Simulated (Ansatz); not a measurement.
A periodic structure is given below.

```cif
data_structure
_symmetry_space_group_name_H-M 'P -6 m 2'
_symmetry_Int_Tables_number 187
_cell_length_a 2.9380
_cell_length_b 2.9380
_cell_length_c 2.6797
_cell_angle_alpha 90.000
_cell_angle_beta 90.000
_cell_angle_gamma 120.000
_cell_volume 20.03
loop_
_atom_site_label
_atom_site_type_symbol
_atom_site_symmetry_multiplicity
_atom_site_Wyckoff_symbol
_atom_site_fract_x
_atom_site_fract_y
_atom_site_fract_z
_atom_site_occupancy
Mg1 Mg 1 a 0.00000 0.00000 0.00000 1
O1 O 1 d 0.33333 0.66667 0.50000 1
```

Q: Describe what this structure looks like.

A: Formula: MgO. The atoms follow space group P-6m2 (No. 187); the Bravais lattice is primitive hexagonal. Type of structure: tungsten carbide (WC) type. Counting shared atoms by their share gives 1 Mg, 1 O, or 2 atoms. The neighbours of Mg are six O in a trigonal prismatic arrangement at 2.16 Å. O sits among six Mg in a trigonal prismatic arrangement at 2.16 Å. The bonds build a three-dimensional framework.

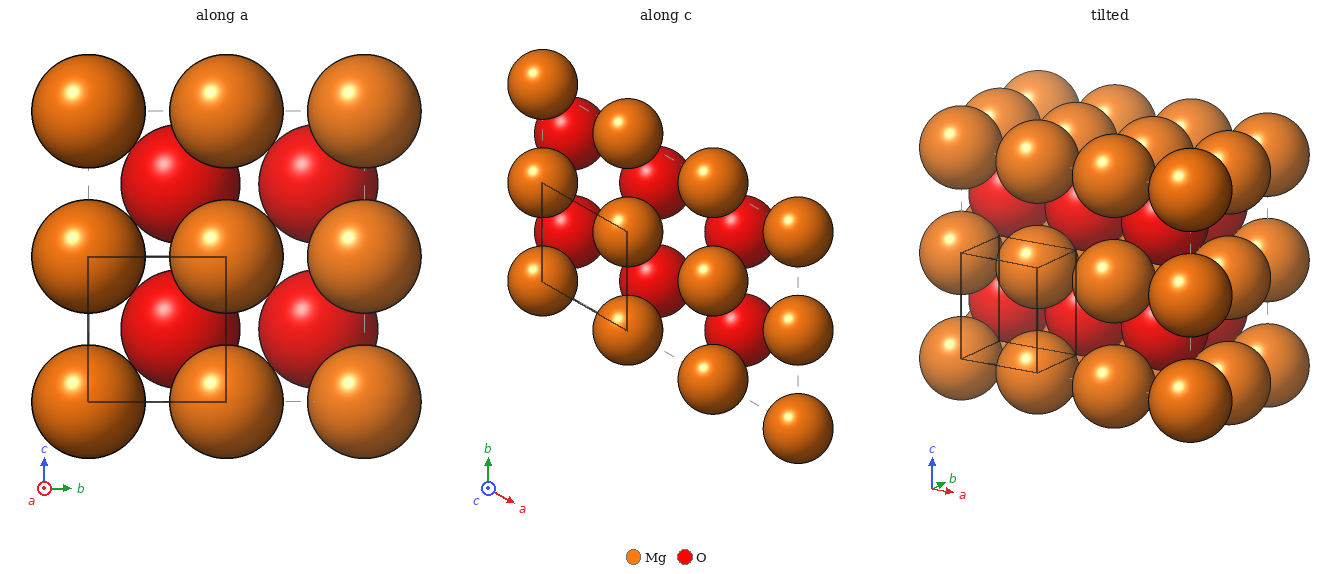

Space-filling drawing of the structure, looking along the a axis, along the c axis and slightly off an axis. Solid lines give the conventional unit cell, repeated here 3×2×2 times.

Provenance: a structure listed in the Materials Project. Earlier steps of the study may have refined or changed the cell and positions. An electronic-structure calculation with Ansatz was run on it.
